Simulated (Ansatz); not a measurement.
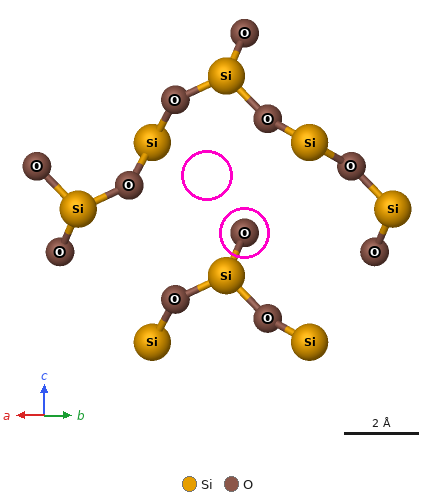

Perfect SiO$_{2}$. A ball-and-stick model of the atoms within 5.4 Å of one point, in a slice 3.4 Å thick across the line of sight, seen along [110].

Theory: DFT, PBEsol, PAW, plane waves in Ansatz 0.2.0. Set-up: plane-wave cutoff 420 eV; k-point mesh 1 × 1 × 1; mesh shifted by (0.25, 0.25, 0.25); collinear spin. Fermi-Dirac smearing of 0.01 eV. A uniform background neutralises the charged cell. The axes drawn are those of the host's conventional cell.

An oxygen atom is replaced by hydrogen and an extra hydrogen atom is put between the host's atoms (an interstitial), the two sites 2.3 Å apart at the ringed places, in charge state +1. The supercell has 72 sites, and the atoms are relaxed at the host's cell.

> Predict the relaxed surroundings of the defect.

In the host the O atom has 2 Si at 1.62 Å; the H atom ends with 2 Si at 1.65 to 1.70 Å. The H atom starts with 6 O at 2.28 to 2.39 Å, 2 Si at 2.47 to 2.48 Å around its place and ends with 1 H at 2.22 Å, 6 O at 2.28 to 2.53 Å, 2 Si at 2.47 to 2.57 Å. Of the host's atoms, an oxygen atom moves furthest from its site, by 0.17 Å. The H atom itself moves 0.17 Å from where it was put. The H atom itself moves 0.24 Å from where it was put. The cell's net moment is 1.00 μB.

The relaxed defect, seen from the same direction:

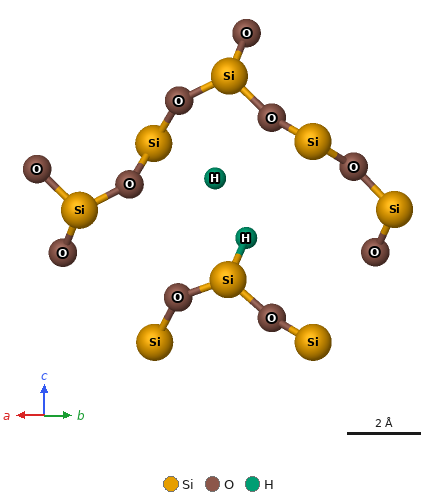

Limits of the set-up: the cell is charged, on a uniform background, and energies carry no finite-size correction.
